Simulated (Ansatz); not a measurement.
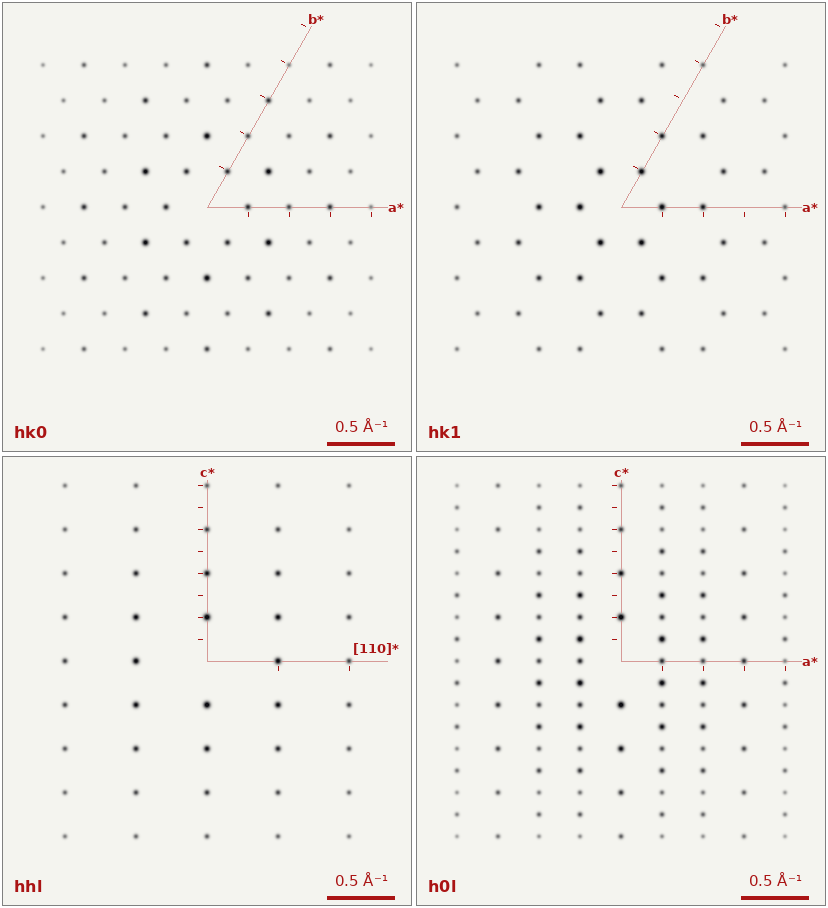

Simulated precession-type sections (X-rays; kinematic intensities, B = 0.5 Å²). The ticks mark integer indices of the conventional cell.

The compound is Na. Structure: the end point of a relaxation at fixed volume with Ansatz 0.2.0, DFT PBE, spin-orbit coupling, plane waves, PAW; the starting structure was generated, so it need not be a known form of this composition.

Q: What cell do the layers give?

A: a* = 0.308, b* = 0.308, c* = 0.165 Å⁻¹, γ* = 60°; the cell is hexagonal with a = 3.75 Å, c = 6.08 Å (hexagonal axes).

Q: Which reflection conditions do the layers show?

A: Reflections are present only under these conditions. hkl: no condition; hk0: no condition; h0l: no condition; hhl: l = 2n; 00l: l = 2n. The lattice is primitive (P). Further gaps, such as 3 0 1, 0 3 1, 3 0 3, come from atoms on special positions, not from the group's general conditions.

Q: Which space groups fit?

A: The intensities have Laue symmetry 6/mmm (the hk0 layer shows 6mm, hk1 shows 6mm). With these conditions the candidates are P6_3mc (No. 186), P-62c (No. 190), P6_3/mmc (No. 194). Diffraction geometry alone does not choose among them; the structure has P6_3/mmc.
